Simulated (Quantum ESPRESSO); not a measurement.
**Hg: 7 runs along one coordinate**

System: Hg (P6₃/mmc, 2 atoms in the cell).
Method: Kohn-Sham DFT of a periodic cell, PBE, SSSP 1.3 efficiency PBE, no spin polarisation (Quantum ESPRESSO 7.5).

The 7 runs differ only in the geometry, by an even scaling of the cell at fixed fractional positions. The structure derives from a Materials Project entry.

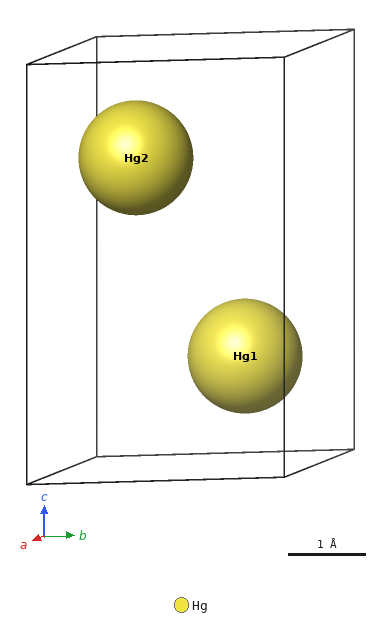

Figure 1. The structure of run 4 (spheres-only view of the cell of the calculation, seen slightly off an axis; atoms are numbered from 1 in the order of the input).

## Input of run 4
```
&CONTROL
  calculation = 'scf'
  prefix = 'pwscf'
  outdir = './tmp'
  pseudo_dir = './pseudo'
  tprnfor = .true.
  tstress = .true.
  disk_io = 'low'
/
&SYSTEM
  ibrav = 0
  nat = 2
  ntyp = 1
  ecutwfc = 60
  nbnd = 28
  occupations = 'smearing'
  smearing = 'fd'
  degauss = 0.00367493
/
&ELECTRONS
  conv_thr = 4d-10
  electron_maxstep = 120
  mixing_beta = 0.5
/
ATOMIC_SPECIES
Hg   200.5920 Hg_ONCV_PBE-1.0.oncvpsp.upf
CELL_PARAMETERS angstrom
   3.4618096384    0.0000000000    0.0000000000
  -1.7309048192    2.9980150899    0.0000000000
   0.0000000000    0.0000000000    5.4875482800
ATOMIC_POSITIONS crystal
Hg     0.3333333333    0.6666666667    0.2500000000
Hg     0.6666666667    0.3333333333    0.7500000000
K_POINTS automatic
9 9 5 0 0 0
```

## File pp_density.in of run 4
```
&INPUTPP
  prefix = 'pwscf'
  outdir = './tmp'
  filplot = 'density.dat'
  plot_num = 0
/
&PLOT
  nfile = 1
  filepp(1) = 'density.dat'
  iflag = 3
  output_format = 6
  fileout = 'density.cube'
/
```

## File pp_potential.in of run 4
```
&INPUTPP
  prefix = 'pwscf'
  outdir = './tmp'
  filplot = 'potential.dat'
  plot_num = 11
/
&PLOT
  nfile = 1
  filepp(1) = 'potential.dat'
  iflag = 3
  output_format = 6
  fileout = 'potential.cube'
/
```

## File pp_elf.in of run 4
```
&INPUTPP
  prefix = 'pwscf'
  outdir = './tmp'
  filplot = 'elf.dat'
  plot_num = 8
/
&PLOT
  nfile = 1
  filepp(1) = 'elf.dat'
  iflag = 3
  output_format = 6
  fileout = 'elf.cube'
/
```

Command:
```bash
OMP_NUM_THREADS=1 pw.x -in pw.in > pw.out
OMP_NUM_THREADS=1 pp.x -in pp_density.in > pp_density.out
OMP_NUM_THREADS=1 pp.x -in pp_potential.in > pp_potential.out
OMP_NUM_THREADS=1 pp.x -in pp_elf.in > pp_elf.out
```

Lattice vectors (Å) and fractional positions of run 4:
```
   3.461810    0.000000    0.000000
  -1.730905    2.998015    0.000000
   0.000000    0.000000    5.487548
Hg  0.333333  0.666667  0.250000
Hg  0.666667  0.333333  0.750000
```

Run 6 has the same physical settings and fractional positions; its lattice vectors (Å) are:
```
   3.507365    0.000000    0.000000
  -1.753682    3.037467    0.000000
   0.000000    0.000000    5.559761
```

## Results, with one run withheld

| run | volume per atom (Å³) | free energy per atom, from the lowest run given (meV) | pressure (GPa) |
| --- | --- | --- | --- |
| 1 | 26.768 | 17.95 | 1.47 |
| 2 | 27.337 | 12.96 | 1.17 |
| 3 | 27.907 | 8.91 | 0.95 |
| 4 | 28.476 | 5.59 | 0.76 |
| 5 | 29.046 | 2.96 | 0.55 |
| 6 | 29.615 | ? | ? |
| 7 | 30.185 | 0.00 | 0.14 |

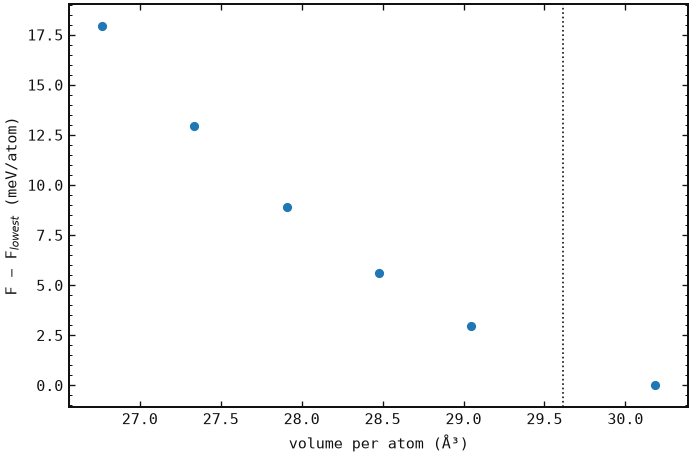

Figure 2. Free energy per atom of the runs given; the dotted line marks run 6.

What should run 6 give?

A cubic polynomial in V^(−2/3) (the Birch–Murnaghan form), fitted to the 6 runs given, misses them by at most 0.04 meV per atom. With x = V^(−2/3) − 0.10781 Å⁻², it reads F = 6.7914 + 2239.2 x + 1.5753e+05 x² − 2.1411e+06 x³ (meV per atom). At run 6 it gives 1.15 meV per atom, and the run itself gives 1.11. The slope of the fit gives a pressure −dF/dV of 0.42 GPa there, and the run prints 0.33 GPa. The two needn't agree exactly: the fit is approximate, and the printed stress is taken on a finite basis. The fit has no minimum inside this range.

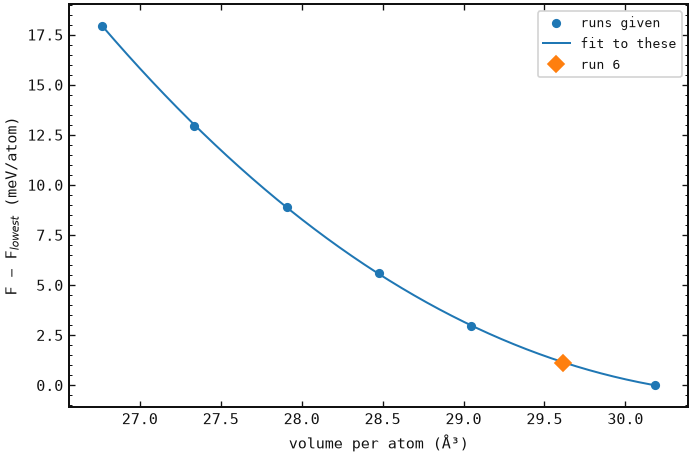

Figure 3. The fit and the withheld run.

## Some lines of the output (run 6)
```
[...]
     unit-cell volume          =     399.7103 (a.u.)^3
     number of k points=    36  Fermi-Dirac smearing, width (Ry)=  0.0037
     total energy              =    -620.28151947 Ry
     total energy              =    -620.28292568 Ry
     total energy              =    -620.28297193 Ry
     total energy              =    -620.28298021 Ry
     total energy              =    -620.28297925 Ry
     total energy              =    -620.28298310 Ry
     total energy              =    -620.28298328 Ry
     the Fermi energy is    10.3974 ev
!    total energy              =    -620.28298328 Ry
     The total energy is F=E-TS. E is the sum of the following terms:
     Computing stress (Cartesian axis) and pressure
          total   stress  (Ry/bohr**3)                   (kbar)     P=        3.31
```

Notes: Spin–orbit coupling is left out, which matters for Hg.
